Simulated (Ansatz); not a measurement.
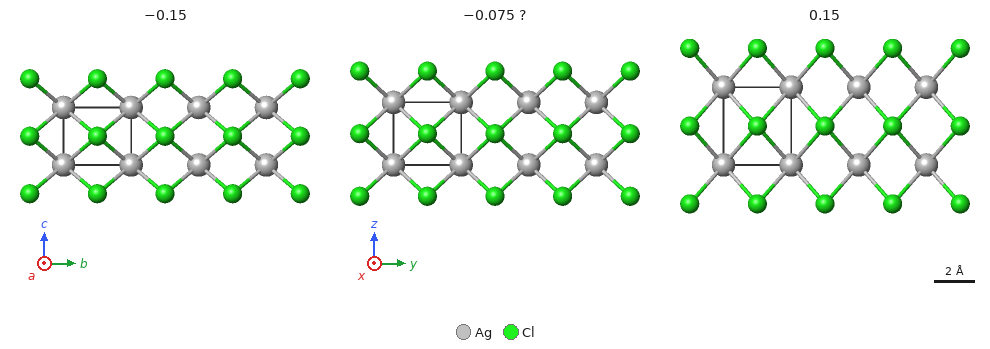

A crystal of AgCl (Pm-3m): the cell is strained along z alone, with the atoms kept at their fractional coordinates. x, y and z are the Cartesian axes of the input. Style: ball-and-stick. Shown: the cell of the calculation, repeated 2 × 3 × 1 with one cell outlined, along the a axis.

All numbers below come from Ansatz, DFT PBEsol, scalar-relativistic, plane waves, PAW. Set-up: plane-wave cutoff 420 eV; k-point mesh 10 × 10 × 10; occupations gaussian; smearing width 0.05 eV; no spin polarisation. Energies (free energies at the smearing named) are counted from the cell as listed in its source, which wasn't relaxed.

```csv
strain,energy change (meV/atom)
−0.1500,66.8
−0.1125,10.3
−0.0750,?
−0.0375,−15.1
0.0000,0.0
0.0375,27.4
0.0750,64.5
0.1125,109.5
0.1312,134.4
0.1500,160.9
```

Estimate the missing energy from the other rows, and compare with the calculation.

A straight line between the two neighbours gives −2.4 meV/atom. A cubic through the four nearest rows (−0.1500, −0.1125, −0.0375, 0.0000) gives, with Lagrange weights, (−0.1667)(66.8) + (0.6667)(10.3) + (0.6667)(−15.1) + (−0.1667)(0.0) = −14.3 meV/atom. The calculation gives −13.8 meV/atom, so the cubic is 0.5 meV/atom too low and the straight line 11.4 meV/atom too high, as the curve bends upwards here.

The whole profile:

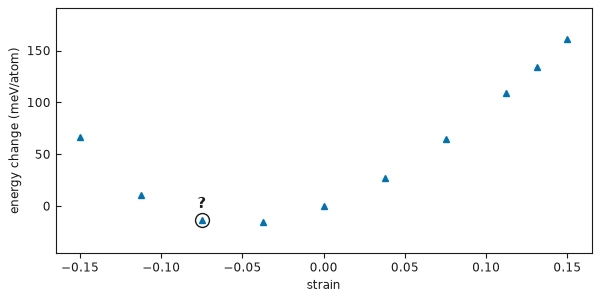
